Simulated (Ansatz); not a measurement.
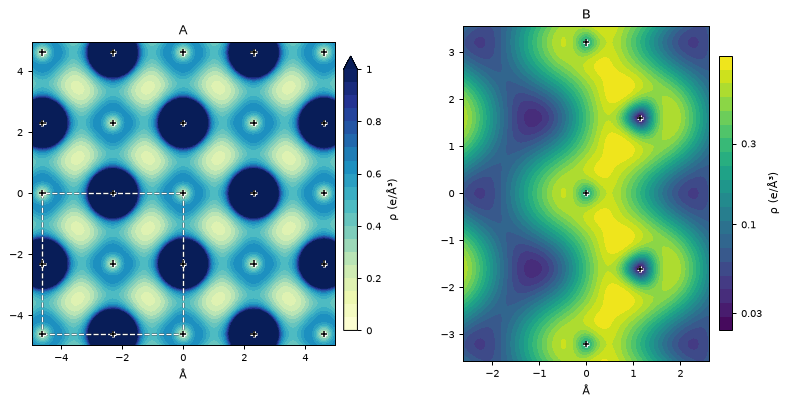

The valence pseudo-density of 2 systems, each on a plane through atoms (crosses mark nuclei in the plane).

The calculation used Ansatz, DFT, HSE06, plane waves, PAW.

System 1: BAs, the (100) plane of the conventional cell. Space group Fm-3m; started from the rocksalt prototype, which need not be the ambient phase; computed pressure about −3 GPa in this cell.

System 2: BP, the (110) plane of the conventional cell. Space group F-43m; started from the zincblende prototype, which need not be the ambient phase.

Which map belongs to which system?

Panel A is system 1, BAs: the plane holds B and As. B–As (2.31 Å): the density is about 0.5 e/Å³ at the midpoint. Panel B is system 2, BP: the plane holds B and P. B–P (1.96 Å): ρ at the midpoint is about 0.91 e/Å³.
